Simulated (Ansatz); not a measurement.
**Run report: PtTe2, single-point calculation (part 1 of 2)**

The run: single-point calculation of PtTe2 (P-3m1, 3 atoms in the cell). Method and program: DFT r2SCAN+U, scalar-relativistic, plane waves, PAW, Ueff = 1 eV on Pt atom 3 d, spin-polarised (Ansatz 0.2.0).

The structure derives from an entry of the Crystallography Open Database. It belongs to a series of runs on one base structure; here: random orbitals: harmonics, high filling. Figures and captions count atoms from 1; the log counts them from 0 in places.

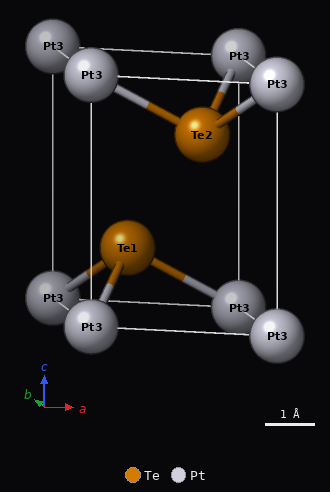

*The input geometry (ball-and-stick view of the cell of the calculation, seen slightly off an axis; atoms are numbered from 1 in the order of the input).*

Near neighbours in the crystal (not all of them lie inside the picture): Te has 3 Pt at 2.66 Å; Pt has 6 Te at 2.66 Å.

The input
```yaml
crystal:
  lattice:
    - [4.01799945, 0.0, 0.0]
    - [-2.00899973, 3.4796896, 0.0]
    - [0.0, 0.0, 5.21199933]
  atoms:
    - { symbol: Te, position: [0.3333333333, 0.6666666667, 0.25] }
    - { symbol: Te, position: [0.6666666667, 0.3333333333, 0.75] }
    - { symbol: Pt, position: [0.0, 0.0, 0.0], spin: 4.0 }
basis:
  ecutwfc: 500
  ecutrho_ratio: 4
kpoints:
  mp_grid: { grid: [6, 6, 4] }
hamiltonian:
  xc: r2scan
  hubbard:
    sites:
      - { site: 2, l: d, u_eff: 1.0, starting_ns: [{ spin: up, occupation_matrix: s2up }, { spin: down, occupation_matrix: s2down }] }
    occupation_matrices:
      s2up:
        matrix:
          - [0.97, 0.0, 0.0, 0.0, 0.0]
          - [0.0, 0.97, 0.0, 0.0, 0.0]
          - [0.0, 0.0, 0.97, 0.0, 0.0]
          - [0.0, 0.0, 0.0, 0.97, 0.0]
          - [0.0, 0.0, 0.0, 0.0, 0.97]
      s2down:
        matrix:
          - [0.02, 0.0, 0.0, 0.0, 0.0]
          - [0.0, 0.02, 0.0, 0.0, 0.0]
          - [0.0, 0.0, 0.97, 0.0, 0.0]
          - [0.0, 0.0, 0.0, 0.02, 0.0]
          - [0.0, 0.0, 0.0, 0.0, 0.02]
    ns_hold: { iters: 5 }
scf:
  occupations: { method: gaussian, width: 0.05 }
  lower_state_search: "off"
  max_iter: 150
output:
  forces: true
  stress: true
  eigenvalues: true
  populations: true
  hubbard: { sites: [{ site: 2, l: d }] }
  write_density: true
  write_potential: true
  elf: true
  volumetric_format: npy
magnetization:
  spin_polarized: true
```

Hardware: 4 threads of Intel Xeon @ 2.60GHz (Ice Lake), 24 GiB of memory available, shared host.

Run as:
```bash
ansatz run input.yaml --threads 4 --pin off --max-ram 6144MiB --backend cpu --events-out ev --progress --plain --runs-dir out
```

Output
```
Warning: crystal.symmetry: narrowed to the stabiliser of the occupation matrices — unitary ops 12 → 4; lowered by the specified shell (site 2, l: d); largest admitted image defect 1.4e-9, smallest excluded 7.1e-1 — at a splitting's scale: the group the occupation matrices' own texture admits
Te: projections on atomic orbitals take those of the free atom [Kr] 4d10 5s2 5p4, of charge +0.00 (hamiltonian.pseudopotentials.projection_atoms); the dataset's partial waves leave at most 7.8e-6 of an orbital's norm unspanned inside its sphere
Pt: projections on atomic orbitals take those of the free atom [Kr 4d10 4f14] 5s2 5p6 5d9 6s1, of charge +0.00 (hamiltonian.pseudopotentials.projection_atoms); the dataset's partial waves leave at most 9.1e-5 of an orbital's norm unspanned inside its sphere
Engine: ansatz 0.2.0, x86_64-unknown-linux-gnu
Pseudopotentials: kind: paw
Pseudopotential: Te, paw, valence charge 16, recommended cutoff 500 eV (meta_gga), Te.paw.azcp
Pseudopotential: Pt, paw, valence charge 18, recommended cutoff 500 eV (meta_gga), Pt.paw.azcp
Functional definition: r2SCAN
  parameter k0 = 0.174
  parameter k1 = 0.065
  parameter a1 = 4.9479
  exchange = r2scan_x(k0 = k0, k1 = k1, a1 = a1)
  correlation = r2scan_c
Crystal: 3 atoms, lattice volume = 72.871 Å³
Basis set: ecut = 500 eV, 1849 PW (Γ), exchange–correlation on 120×120×160 points (64 copies of the dense FFT grid, shifted against one another)
Bands: 33, of which v1, the nominal top of the filled ones, is band 25 counted from 1 (24 counted from 0)
Symmetry: 4 space group operations
k-points: 47 of 144
Non-local potential: Te, projectors of the file, l = 0: 2, l = 1: 2, l = 2: 2, l = 3: 2
Non-local potential: Pt, projectors of the file, l = 0: 3, l = 1: 2, l = 2: 2, l = 3: 1
PAW form: soft (Blöchl's): semilocal exchange-correlation on the pseudo side does not see the compensation charge
PAW frozen core: Te, regenerated for the run's functional (the file was generated under x = pbe(κ = 0.804, μ = 0.2195149727645171), c = pbe(β = 0.06672455060314922))
PAW frozen core: Pt, regenerated for the run's functional (the file was generated under x = pbe(κ = 0.804, μ = 0.2195149727645171), c = pbe(β = 0.06672455060314922))
PAW one-centre angular grid: Te, 590 points (default); XC on 160 Gauss nodes
PAW one-centre angular grid: Pt, 590 points (default); XC on 160 Gauss nodes
Initial density: superposition of atomic densities (chi_scale 0.1, normalization cell)
Starting moments: Σ|m| = 4 μB on 1 of 3 sites
Initial wavefunctions: pseudopotential atomic-orbital guess
Functional: x = r2scan, c = r2scan; τ floored in thin density (d = 2e-4 eV/Å³)
iter 1 solved again at ethr=2.91e-3 eV; its pass at ethr=3.10e-3 eV (dr2=1.46e0 eV) is discarded
SCF iter   1: F=—  HF=-26523.381259 eV  |F-HF|=—  |Δ(HF+E_count)|=         —  Δρ=1.10e-1 (↑1.10e-1 ↓8.16e-2)  dr2=1.46e0  dr2_τ=5.85e-1  dr2_m=5.87e0  M=0.382 μB ∫|m|=1.129 μB  β_m=0.30  ethr=2.91e-3  ⟨swp⟩=1.1  Hψ=18262  notcnv=0
preconditioner: auto → Resta (q_TF=auto, 2.562 Å⁻¹)  ε∞=4.2  [insulator: Δε(μ)=0.107 eV  Ē_g=11.456 eV  σ=0.050 eV  W_gap=0.86  n_scr=22 (ndim 8)  ℏωp=20.4 eV  f_vac=0.007  D(μ)=0.47/eV (n_scr^D=0)  ε∞_Penn≈4.2]
spin=Collinear: Resta preconditioning applied to the charge; magnetization (m = ρ↑ − ρ↓) channel mixes plain (no charge-response kernel on spin).
SCF iter   2: F=—  HF=-26524.054879 eV  |F-HF|=—  |Δ(HF+E_count)|=   6.74e-1  Δρ=7.46e-2 (↑7.46e-2 ↓6.72e-2)  dr2=2.74e-1  dr2_τ=5.56e-2  dr2_m=3.24e0  M=0.375 μB ∫|m|=0.862 μB  β_m=0.30  ethr=2.91e-3  ⟨swp⟩=2.3  Hψ=4100  notcnv=0  κ⁻¹=1.0e0(r=1)
SCF iter   3: F=—  HF=-26524.731273 eV  |F-HF|=—  |Δ(HF+E_count)|=   6.76e-1  Δρ=5.29e-2 (↑5.24e-2 ↓5.29e-2)  dr2=1.17e-1  dr2_τ=2.75e-2  dr2_m=1.80e0  M=0.302 μB ∫|m|=0.714 μB  β_m=0.30  ethr=5.48e-4  ⟨swp⟩=2.0  Hψ=4528  notcnv=0  defer=212  κ⁻¹=1.0e-2(r=2)
SCF iter   4: F=—  HF=-26525.125991 eV  |F-HF|=—  |Δ(HF+E_count)|=   3.95e-1  Δρ=3.95e-2 (↑3.95e-2 ↓3.71e-2)  dr2=1.02e-2  dr2_τ=1.29e-2  dr2_m=9.79e-1  M=0.221 μB ∫|m|=0.650 μB  β_m=0.30  ethr=2.34e-4  ⟨swp⟩=3.1  Hψ=5031  notcnv=0  defer=236  κ⁻¹=2.6e-4(r=3)
SCF iter   5: F=—  HF=-26525.339896 eV  |F-HF|=—  |Δ(HF+E_count)|=   2.14e-1  Δρ=2.87e-2 (↑2.84e-2 ↓2.87e-2)  dr2=1.83e-3  dr2_τ=7.16e-3  dr2_m=5.44e-1  M=0.188 μB ∫|m|=0.564 μB  β_m=0.30  ethr=2.04e-5  ⟨swp⟩=1.7  Hψ=4336  notcnv=0  defer=236  κ⁻¹=1.8e-4(r=4)
SCF iter   6: F=—  HF=-26525.460096 eV  |F-HF|=—  |Δ(HF+E_count)|=   1.20e-1  Δρ=2.14e-2 (↑2.14e-2 ↓2.12e-2)  dr2=1.34e-4  dr2_τ=3.89e-3  dr2_m=3.04e-1  M=0.151 μB ∫|m|=0.506 μB  β_m=0.30  ethr=3.66e-6  ⟨swp⟩=2.2  Hψ=5282  notcnv=0  defer=233  κ⁻¹=3.1e-5(r=5)
Mixer restart at iter 6: flushing history
SCF iter   7: F=-26527.147888 eV  HF=-26526.305036 eV  |F-HF|=8.43e-1  |Δ(HF+E_count)|=         —  Δρ=1.74e-2 (↑1.62e-2 ↓1.74e-2)  dr2=3.03e-3  dr2_τ=2.93e-3  dr2_m=1.88e-1  M=0.116 μB ∫|m|=0.411 μB  β_m=0.36  ethr=2.69e-7  ⟨swp⟩=3.1  Hψ=6471  notcnv=0  defer=233
Mixer restart at iter 7: flushing history
spin-set hold released at iteration 7 (site moments contracting): the magnetisation degrees of freedom join the quasi-Newton model from the next iteration; the mixer history was flushed
SCF iter   8: F=-26527.172297 eV  HF=-26526.746701 eV  |F-HF|=4.26e-1  |Δ(HF+E_count)|=   4.42e-1  Δρ=1.28e-2 (↑1.16e-2 ↓1.28e-2)  dr2=3.39e-3  dr2_τ=1.58e-3  dr2_m=9.94e-2  M=0.099 μB ∫|m|=0.326 μB  β_m=0.30  ethr=2.69e-7  ⟨swp⟩=2.9  Hψ=6626  notcnv=0  defer=231  κ⁻¹=1.0e0(r=1)
SCF iter   9: F=-26527.212856 eV  HF=-26527.204837 eV  |F-HF|=8.02e-3  |Δ(HF+E_count)|=   4.58e-1  Δρ=2.88e-3 (↑2.32e-3 ↓2.88e-3)  dr2=6.87e-4  dr2_τ=1.34e-4  dr2_m=4.11e-3  M=0.012 μB ∫|m|=0.102 μB  β_m=0.30  ethr=2.69e-7  ⟨swp⟩=3.7  Hψ=8238  notcnv=0  defer=231  κ⁻¹=1.0e-3(r=2)
SCF iter  10: F=-26527.214474 eV  HF=-26527.209925 eV  |F-HF|=4.55e-3  |Δ(HF+E_count)|=   5.09e-3  Δρ=2.22e-3 (↑1.85e-3 ↓2.22e-3)  dr2=3.29e-4  dr2_τ=4.34e-5  dr2_m=2.58e-3  M=0.010 μB ∫|m|=0.079 μB  β_m=1.20  ethr=2.69e-7  ⟨swp⟩=2.2  Hψ=6395  notcnv=0  defer=242  κ⁻¹=6.7e-4(r=3)
SCF iter  11: F=-26527.216855 eV  HF=-26527.216795 eV  |F-HF|=6.00e-5  |Δ(HF+E_count)|=   6.87e-3  Δρ=2.17e-4 (↑2.17e-4 ↓2.01e-4)  dr2=2.03e-5  dr2_τ=4.94e-6  dr2_m=1.42e-5  M=0.001 μB ∫|m|=0.006 μB  β_m=0.39  ethr=2.69e-7  ⟨swp⟩=3.0  Hψ=7970  notcnv=0  defer=242  κ⁻¹=1.5e-4(r=4)
SCF iter  12: F=-26527.216871 eV  HF=-26527.216852 eV  |F-HF|=1.82e-5  |Δ(HF+E_count)|=   5.75e-5  Δρ=1.66e-4 (↑1.26e-4 ↓1.66e-4)  dr2=1.33e-5  dr2_τ=2.77e-7  dr2_m=4.27e-6  M=0.001 μB ∫|m|=0.003 μB  β_m=0.30  ethr=4.05e-8  ⟨swp⟩=2.0  Hψ=5111  notcnv=0  defer=242  κ⁻¹=1.7e-5(r=5)
SCF iter  13: F=-26527.216876 eV  HF=-26527.216872 eV  |F-HF|=4.44e-6  |Δ(HF+E_count)|=   1.93e-5  Δρ=4.38e-5 (↑2.79e-5 ↓4.38e-5)  dr2=9.00e-7  dr2_τ=2.34e-8  dr2_m=2.53e-7  M=0.000 μB ∫|m|=0.001 μB  β_m=0.33  ethr=2.67e-8  ⟨swp⟩=2.0  Hψ=5205  notcnv=0  defer=242  κ⁻¹=3.5e-6(r=6)
SCF iter  14: F=-26527.216877 eV  HF=-26527.216876 eV  |F-HF|=9.52e-7  |Δ(HF+E_count)|=   3.98e-6  Δρ=1.51e-5 (↑1.45e-5 ↓1.51e-5)  dr2=1.00e-7  dr2_τ=4.79e-9  dr2_m=1.13e-7  M=0.000 μB ∫|m|=0.000 μB  β_m=0.30  ethr=1.80e-9  ⟨swp⟩=2.0  Hψ=5205  notcnv=0  defer=242  κ⁻¹=2.0e-7(r=7)
iter 15 did not close the SCF: its close was put off for a magnetic moment that had not settled (scf_convergence_deferred on its scf_iter line)
SCF iter  15: F=-26527.216877 eV  HF=-26527.216877 eV  |F-HF|=2.52e-8  |Δ(HF+E_count)|=   1.03e-6  Δρ=4.45e-6 (↑4.45e-6 ↓4.13e-6)  dr2=1.12e-8  dr2_τ=2.22e-10  dr2_m=8.27e-9  M=0.000 μB ∫|m|=0.000 μB  β_m=0.50  ethr=2.00e-10  ⟨swp⟩=15.0  Hψ=22469  notcnv=0  κ⁻¹=4.8e-9(r=8)
iter 16 did not close the SCF: its close was put off for a magnetic moment that had not settled (scf_convergence_deferred on its scf_iter line)
SCF iter  16: F=-26527.216877 eV  HF=-26527.216877 eV  |F-HF|=8.98e-9  |Δ(HF+E_count)|=   2.37e-8  Δρ=2.36e-6 (↑2.36e-6 ↓2.21e-6)  dr2=4.18e-9  dr2_τ=7.62e-11  dr2_m=2.15e-9  M=0.000 μB ∫|m|=0.000 μB  β_m=0.37  ethr=2.23e-11  ⟨swp⟩=5.8  Hψ=16652  notcnv=0  κ⁻¹=3.9e-9(r=8)
iter 17 did not close the SCF: its close was put off for a magnetic moment that had not settled (scf_convergence_deferred on its scf_iter line)
SCF iter  17: F=-26527.216877 eV  HF=-26527.216877 eV  |F-HF|=6.48e-10  |Δ(HF+E_count)|=   1.11e-8  Δρ=5.58e-7 (↑5.22e-7 ↓5.58e-7)  dr2=3.90e-10  dr2_τ=5.78e-12  dr2_m=1.04e-10  M=0.000 μB ∫|m|=0.000 μB  β_m=0.34  ethr=8.37e-12  ⟨swp⟩=5.9  Hψ=17036  notcnv=0  κ⁻¹=3.8e-8(r=8)
SCF iter  18: F=-26527.216877 eV  HF=-26527.216877 eV  |F-HF|=2.80e-10  |Δ(HF+E_count)|=  4.69e-10  Δρ=3.80e-7 (↑3.44e-7 ↓3.80e-7)  dr2=1.67e-10  dr2_τ=2.56e-12  dr2_m=4.70e-11  M=0.000 μB ∫|m|=0.000 μB  ethr=1.00e-12  ⟨swp⟩=4.2  Hψ=14224  notcnv=0
WARN: the starting moments were not kept: the SCF closed with an absolute magnetisation of 7.1e-6 μB, where they sum to 4 μB in size (1 site). That is at most 0.1 of that sum. Measured as dr2_m measures the in/out step, that magnetisation stands 5.4e-12 eV from none, at or under the dr2_threshold of 1.0e-7 eV: it is no larger than a step whose dr2_m would equal this threshold. The system may hold no moment; this SCF shows only that its start led to no more than that. To try another start: raise the starting moments (crystal.atoms[].spin, magnetization.per_species, magnetization.initial_magnetization, or on a non-collinear deck that types none of these the spinor_matrix: blocks that start its atoms; where the total moment is fixed, keep their sum and leave initial_magnetization as it is; typed ones take the place of any that the run laid by itself, positive ones on a crystal's lanthanoids without a Hubbard term where scf.initial_density.shell_occupations: [] is typed) or, if the notice of its spin-set hold's release reads "site moments contracting" or "site moments show no strong build", lengthen the hold (scf.mixing.spin_hold: { on: { confirm: 4 } }; for m-r²SCAN on two components see the key's manual first). Each may lead to a state that holds a moment. A second SCF, from the converged charge density, with the starting moments and any scf.initial_density.shell_occupations laid on it anew, would have followed, and was not run: the deck does not ask for one (magnetization.retry_lost_moments is false, the default). To let it run, set magnetization.retry_lost_moments: true and run the deck again, where that key's refused combinations let it; where memory then withholds it, that run's warning says so.
WARN: hamiltonian.hubbard: on 1 of 2 specified blocks the occupation matrix of this SCF's result fails the test of the specified filling. At site 2 ↓ (sites count from 0 in the list of atoms of the cell that this SCF solves) the least filled combination of the orbitals specified full has occupation 0.856, and the fullest combination of the orbitals specified empty has occupation 0.977; the filling counts as kept where the first is at least 0.75 and exceeds the second by more than 0.25. The state of this SCF's result may not hold the specified filling, though these bounds can also misjudge a state that does. This warning does not say which state is lower in energy, or whether the specified filling is a self-consistent state at all; see hamiltonian.hubbard.sites[].starting_ns, Limitations, and scf.initial_density.shell_occupations in the input reference
SCF 1 converged in 18 iterations: F = -26527.216877 eV  dr2 = 1.67e-10
  greatest PAW one-centre occupation: 1.000 electrons in one spin orbital (limit 2), on the Pt atom at site 2 (counted from 0), in its partial waves of l = 0
```
